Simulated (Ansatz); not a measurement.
**Geometry relaxation of Mo₁₆HS₃₂ (part 2 of 3)**

The same run, continued: Mo₁₆HS₃₂ (defect cell, 49 atoms in the cell); DFT PBE, scalar-relativistic, plane waves, PAW, spin-polarised (Ansatz 0.2.0); cutoff 420 eV, 1×1×1 k-mesh, Gaussian smearing of 0.05 eV, collinear spins. The structure derives from a Materials Project entry.

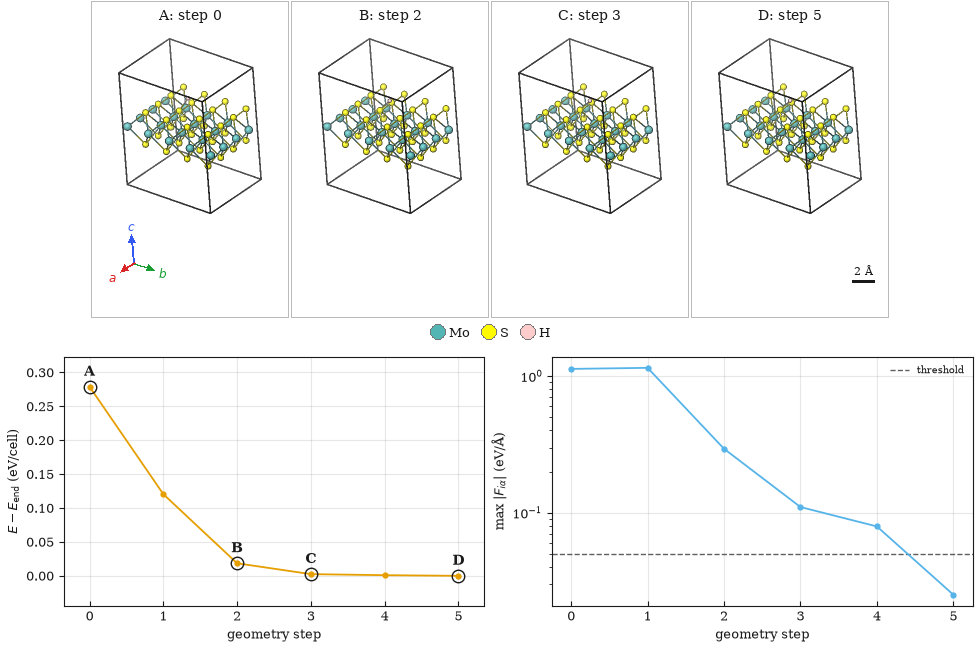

Figure 1. Frames of the relaxation (ball-and-stick view of the cell of the calculation, with the vacuum cut short (origin shifted), seen slightly off an axis) above the curves, on which the letters mark them (the first geometry is step 0 here and step 1 in the log).

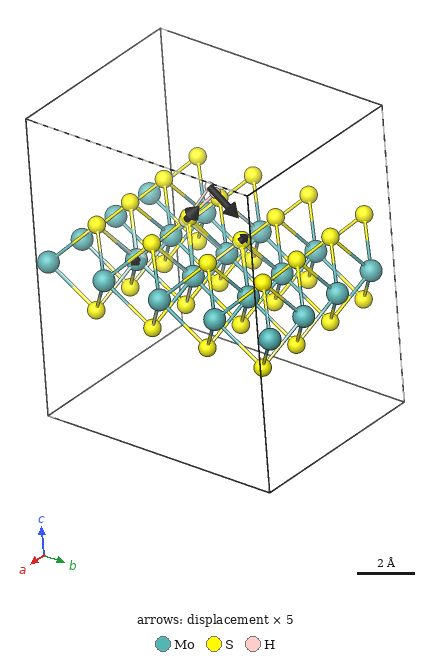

Figure 2. Start (faint) and end (solid) with the displacements as black arrows, magnified 5 times (ball-and-stick view of the cell of the calculation, with the vacuum cut short (origin shifted), seen slightly off an axis). The atom that moves furthest is H49 (0.31 Å). Largest moves by element: H 0.31 Å, S 0.16 Å, Mo 0.08 Å. The cell stays as it was. Among the contacts that change: Mo6–S45 2.445 → 2.684 Å, S45–H49 1.587 → 1.412 Å, Mo15–S43 2.357 → 2.403 Å, Mo14–S34 2.429 → 2.402 Å. Among the angles that change: Mo6–S45–H49 164.8° → 177.0°, Mo14–S45–H49 110.0° → 104.3°, Mo6–S45–Mo14 81.7° → 77.9°. The energy falls by 0.279 eV per cell of the calculation in 5 geometry steps. The largest force component goes from 1.1 to 0.025 eV/Å. (Atoms are counted from 1 in the order of the input.)

```
SCF converged after 10 iterations
Magnetization: 1.0000 μB (209.0000 up, 208.0000 down)
Absolute magnetization: 1.2405 μB (∫|ρ↑−ρ↓|, with the PAW one-centre terms)
Spin contamination: 0.0071 ħ² per cell (⟨S²⟩ above its minimum at these occupations)
Per-site moments (μB) at R_I (Å): [(0.012770417678608948, 0.9931515253529829), (-0.0012741455612898874, 0.9932616060386364), (0.0009983866438412596, 0.9940694429457144), (0.008182033427989874, 0.994096053062436), (-0.009480529398600985, 0.9920803660361932), (0.3835356077353858, 0.9841092400177187), (-0.009487776034726331, 0.992073898281916), (0.00160841964205374, 0.9944476519296214), (0.006178883891429021, 0.9936370474110919), (0.00618611399102817, 0.993631997341822), (0.012730603436807266, 0.9930845677609339), (0.0014928727354133282, 0.9941336088259741), (0.0010041424033859663, 0.994062344701287), (0.021670347867668405, 0.990937893786361), (0.021695574059529116, 0.9910690392816209), (0.0016112566578102433, 0.9944465592233858), (0.0006222437159305291, 0.9948299066509011), (0.000618204257766845, 0.9948307692332958), (0.001677957499946618, 0.994096053062436), (-0.0005490116964156674, 0.994697282731532), (0.005027264152721187, 0.9862468360248349), (0.005034990406973301, 0.9862371060630486), (-0.0005485387020823772, 0.9946970030573973), (-6.776768318502777e-6, 0.9935265197001993), (4.09352860678388e-5, 0.99538971158138), (-7.652748991890064e-6, 0.9935374834334232), (0.0009400262666726413, 0.9947405976682918), (0.0009362489640674699, 0.9947483280948246), (0.008139272011373079, 0.9928012143492747), (-0.0019441335733002799, 0.9841092400177187), (0.00815121786571813, 0.9928024276919045), (0.0004403265789888525, 0.9949240200145822), (7.881491129569864e-6, 0.9943721620470607), (-0.00039237652392547565, 0.990937893786361), (0.011567776901422532, 0.994605432235682), (0.007590782835767224, 0.9920803660361932), (0.007595713641140299, 0.992073898281916), (3.0989820821489335e-5, 0.9949619418357513), (3.281925071458038e-5, 0.9949557428864011), (-0.0005971839246880636, 0.9932616060386364), (0.004354641295154322, 0.993631997341822), (0.0002846410691492866, 0.9941336088259741), (-0.0003918629886499279, 0.9910690392816209), (6.170066164387231e-6, 0.9943681990134053), (0.017484953375496194, 0.5826093958980203), (0.011569162911594303, 0.9946031554479553), (-0.00047804859332898654, 0.9945235219433168), (0.004355785018766213, 0.9936370474110919), (0.0705205743020108, 0.5826093958980203)]
Free energy (F): -108220.182670 eV
Harris-Foulkes:  -108220.182670 eV  (|F-HF|=4.10e-9)
Internal energy: -108220.182670 eV  (E = F + TS)
E sigma→0 (E₀):  -108220.182670 eV
Fermi energy:    0.928350 eV
--- Per-component energies (eV) ---
  E_band       = -6828.919061
  E_kinetic    = 10493.696838
  E_local      = -208683.021950  (includes V_loc(G=0)·N_el)
  E_nonlocal   = 3187.803719
  E_hartree    = 98554.014359
  E_xc         = -6057.973200
  E_vxc        = -6481.764534  (∫ρ·V_xc dr)
  E_paw        = -70424.562887  (= ΣΔE_a)
  E_vpaw       = -2453.660955  (= ΣTr[D̂ρ^β])
  E_aug_tail   = -0.000486  (compensation charges beyond the density's cutoff)
  E_ewald      = 64709.860937
  E_smearing   = -0.000000  (= −TS)
  E_closure    = -0.000000  (closes the sum)
  Σ components = -108220.182670   (vs F -108220.182670, Δ=0.00e0)
--- Forces (eV/Å), atoms counted from 1 ---
  atom   1  Mo     0.00339952     0.00294388    -0.00131149
  atom   2  Mo     0.00086847     0.00012862     0.00047019
  atom   3  Mo     0.00512999     0.00180966    -0.00100037
  atom   4  Mo    -0.00156258     0.00067965     0.00034615
  atom   5  Mo    -0.00301163     0.00481693    -0.00225208
  atom   6  Mo     0.01064206    -0.00752798    -0.00406929
  atom   7  Mo    -0.00575129     0.00113631    -0.00180957
  atom   8  Mo     0.00000114     0.00068205     0.00058265
  atom   9  Mo    -0.01520209     0.00009479     0.00149560
  atom  10  Mo    -0.00714902     0.01223684     0.00166566
  atom  11  Mo     0.00148633    -0.00676893    -0.00097110
  atom  12  Mo     0.00183080    -0.00132805     0.00159991
  atom  13  Mo     0.00146253    -0.00600431    -0.00121329
  atom  14  Mo     0.01045753     0.00086507    -0.02249145
  atom  15  Mo     0.00999164    -0.01088520    -0.02199371
  atom  16  Mo    -0.00019947     0.00010516     0.00038768
  atom  17  S      0.00247383    -0.00160372     0.00008021
  atom  18  S      0.00212130    -0.00141535     0.00024592
  atom  19  S     -0.00226290     0.00130054    -0.00008846
  atom  20  S     -0.00195825    -0.00100836    -0.00035890
  atom  21  S     -0.00421754    -0.00067574     0.00012054
  atom  22  S     -0.00138553     0.00411333    -0.00010616
  atom  23  S     -0.00021182     0.00213353    -0.00031388
  atom  24  S     -0.00138556    -0.00107399     0.00049026
  atom  25  S     -0.00031264     0.00007564    -0.00025241
  atom  26  S      0.00021722     0.00164482     0.00052637
  atom  27  S      0.00372227     0.00075366     0.00327228
  atom  28  S      0.00127586    -0.00353281     0.00350509
  atom  29  S     -0.00129415    -0.00051920     0.00343565
  atom  30  S      0.00123037    -0.00015400     0.00182033
  atom  31  S     -0.00033780     0.00116012     0.00307457
  atom  32  S     -0.00042708     0.00018382    -0.00008540
  atom  33  S      0.00107969    -0.00036316     0.00034906
  atom  34  S      0.00457859    -0.00873240     0.00129163
  atom  35  S     -0.00378201    -0.00056193     0.00085251
  atom  36  S      0.00074351    -0.00184163     0.00077431
  atom  37  S      0.00202051     0.00052592     0.00066823
  atom  38  S     -0.00048786     0.00030617     0.00030945
  atom  39  S     -0.00039275     0.00012905     0.00038964
  atom  40  S      0.00051455    -0.00026216    -0.00060298
  atom  41  S      0.00151936     0.00062773    -0.00206476
  atom  42  S     -0.00025659     0.00001289    -0.00126003
  atom  43  S      0.00869947     0.00220517     0.00365221
  atom  44  S      0.00125656    -0.00100641     0.00024207
  atom  45  S     -0.02505411     0.01422708     0.00822587
  atom  46  S     -0.00159426     0.00322785     0.00055381
  atom  47  S     -0.00101341     0.00077080     0.00107558
  atom  48  S      0.00035292    -0.00182190    -0.00218597
  atom  49  H      0.00217473    -0.00180998     0.02293295
  max |Σ_I F_I| component: 5.10e-6 eV/Å
--- Relaxed structure (6 steps of the walk, 6 accepted, 0 SCFs on fresh bases) ---
  F+E_penalty+E_count = -108220.18266981 eV   max|allowed force component| = 2.505e-2 eV/Å
  atoms:
    - { symbol: Mo, position: [0.5002475564066947, 0.4997027128577923, -3.484327914960343e-6] }
    - { symbol: Mo, position: [0.7505126952373702, 0.4990564595835224, -0.00025270951186844763] }
    - { symbol: Mo, position: [0.7499639571547494, 0.24937255075388043, 0.0006088857741594235] }
    - { symbol: Mo, position: [0.00029060209563382236, -0.0007177960004371704, 0.0001980225041310826] }
    - { symbol: Mo, position: [0.25089562834989226, -0.0008079158713404783, 0.00017109009485612135] }
    - { symbol: Mo, position: [0.5031257662802476, -0.004594274771122925, -0.003365679200764543] }
    - { symbol: Mo, position: [0.749789569525748, -0.0008110872249008638, 0.00017184257992085316] }
    - { symbol: Mo, position: [0.2504174277380095, 0.7493282661599473, -0.00015726394594014562] }
    - { symbol: Mo, position: [0.5005396550787428, 0.748837424237752, -0.0009773870212908976] }
    - { symbol: Mo, position: [0.7510832356190512, 0.7488273104897525, -0.0009766400284507556] }
    - { symbol: Mo, position: [2.4469975392055806e-5, 0.4996847904361152, -6.269174408660127e-6] }
    - { symbol: Mo, position: [0.24992427593067357, 0.49987590231889484, 0.00047176932370975293] }
    - { symbol: Mo, position: [0.0003180699732824155, 0.24936963519312283, 0.0006089411837746994] }
    - { symbol: Mo, position: [0.24922484597787542, 0.2504169474014508, 0.0026833479253480534] }
    - { symbol: Mo, position: [0.4989831153783161, 0.2503939296255483, 0.0026873672542484027] }
    - { symbol: Mo, position: [0.00029710465220177107, 0.749323619618912, -0.0001582430020249931] }
    - { symbol: S, position: [0.6895992963632889, 0.41526964751457396, 0.9099830492231271] }
    - { symbol: S, position: [0.9400973871729497, 0.41526690745461137, 0.9099830490497218] }
    - { symbol: S, position: [0.9392390581837387, 0.16622397814228662, 0.910511258805692] }
    - { symbol: S, position: [0.1893562584500749, 0.9164434952864421, 0.9100765064322299] }
    - { symbol: S, position: [0.4393449055941865, 0.914920133739307, 0.908239748407902] }
    - { symbol: S, position: [0.6915859822766321, 0.9149113125633606, 0.9082388380993424] }
    - { symbol: S, position: [0.9391257154649724, 0.9164414562070984, 0.9100770176467846] }
    - { symbol: S, position: [0.43944855649548376, 0.6653286965688482, 0.9094507216408151] }
    - { symbol: S, position: [0.6900704091050166, 0.6652513359153305, 0.909144245466226] }
    - { symbol: S, position: [0.9404674369324078, 0.6653176551326991, 0.9094506846510545] }
    - { symbol: S, position: [0.19016261088163924, 0.41475408935415686, 0.9108622930220006] }
    - { symbol: S, position: [0.43961884430826775, 0.4147458642617352, 0.9108721810351466] }
    - { symbol: S, position: [0.18991573298634407, 0.16664279245341282, 0.9111521974249461] }
    - { symbol: S, position: [0.43842191572144207, 0.16677543682162072, 0.9126652890310458] }
    - { symbol: S, position: [0.6878280683409911, 0.16663806430507422, 0.9111515033765927] }
    - { symbol: S, position: [0.18963292502293544, 0.6657827272981007, 0.909832921969215] }
    - { symbol: S, position: [0.8939156243040469, 0.416591371754438, 0.09018784312503972] }
    - { symbol: S, position: [0.1423681362331575, 0.4184339793039286, 0.09085890669274407] }
    - { symbol: S, position: [0.14371066556420406, 0.16506612975406515, 0.09109477472987682] }
    - { symbol: S, position: [0.3960700112276562, 0.915519851278801, 0.08907230812926503] }
    - { symbol: S, position: [0.6438437844274824, 0.9155118594080103, 0.08907334584057194] }
    - { symbol: S, position: [0.8943360280102173, 0.9157941036246453, 0.0900692832401418] }
    - { symbol: S, position: [0.1447962102130826, 0.915797031736523, 0.09007020796504343] }
    - { symbol: S, position: [0.644626631906098, 0.6661328262657743, 0.08915131401392974] }
    - { symbol: S, position: [0.8937471884017847, 0.6666952589056225, 0.08979157202215035] }
    - { symbol: S, position: [0.14402218380544876, 0.6668455567616314, 0.09014565990702621] }
    - { symbol: S, position: [0.39371681969384115, 0.4184433476936637, 0.09086676988620969] }
    - { symbol: S, position: [0.6443555909736804, 0.4165918966539727, 0.09018820148752428] }
    - { symbol: S, position: [0.3864882865973024, 0.17722453630668117, 0.09951505533919258] }
    - { symbol: S, position: [0.6456418567466091, 0.165061003097978, 0.09109573198853994] }
    - { symbol: S, position: [0.89445419725664, 0.16585121893563814, 0.09039251674874474] }
    - { symbol: S, position: [0.39462094663603753, 0.666708609249414, 0.08979262370724062] }
    - { symbol: H, position: [0.32664146022845386, 0.26838248834166445, 0.15673500866743317] }
--- Löwdin populations: 49 sites ---
  site symbol       q [e]    m [muB]
     0     Mo     13.6647     0.0167
     1     Mo     13.6637    -0.0014
     2     Mo     13.6634     0.0008
     3     Mo     13.6633     0.0115
     4     Mo     13.6647    -0.0164
     5     Mo     13.6752     0.5252
     6     Mo     13.6647    -0.0164
     7     Mo     13.6637     0.0014
     8     Mo     13.6667     0.0074
     9     Mo     13.6667     0.0074
    10     Mo     13.6647     0.0166
    11     Mo     13.6683     0.0023
    12     Mo     13.6634     0.0008
    13     Mo     13.6825     0.0327
    14     Mo     13.6825     0.0327
    15     Mo     13.6637     0.0014
    16      S      6.0668     0.0011
    17      S      6.0668     0.0011
    18      S      6.0658     0.0032
    19      S      6.0669    -0.0014
    20      S      6.0633     0.0108
    21      S      6.0633     0.0108
    22      S      6.0668    -0.0014
    23      S      6.0640     0.0002
    24      S      6.0685    -0.0003
    25      S      6.0641     0.0002
    26      S      6.0624     0.0024
    27      S      6.0624     0.0024
    28      S      6.0661     0.0152
    29      S      6.0637    -0.0047
    30      S      6.0660     0.0152
    31      S      6.0670     0.0012
    32      S      6.0675    -0.0001
    33      S      6.0747    -0.0013
    34      S      6.0764     0.0168
    35      S      6.0775     0.0171
    36      S      6.0775     0.0171
    37      S      6.0669    -0.0010
    38      S      6.0669    -0.0010
    39      S      6.0641    -0.0010
    40      S      6.0646     0.0089
    41      S      6.0682     0.0008
    42      S      6.0748    -0.0013
    43      S      6.0675    -0.0001
    44      S      5.9813     0.0668
    45      S      6.0763     0.0168
    46      S      6.0652    -0.0010
    47      S      6.0646     0.0089
    48      H      0.9072     0.1334
  spilling = 0.007993 (of n_electrons = 417.000000)
settings of this run that can trade accuracy for cost: output.eigenvalues: false. Do not mix this run's numbers with those of runs without the same settings; the input reference describes each key
```
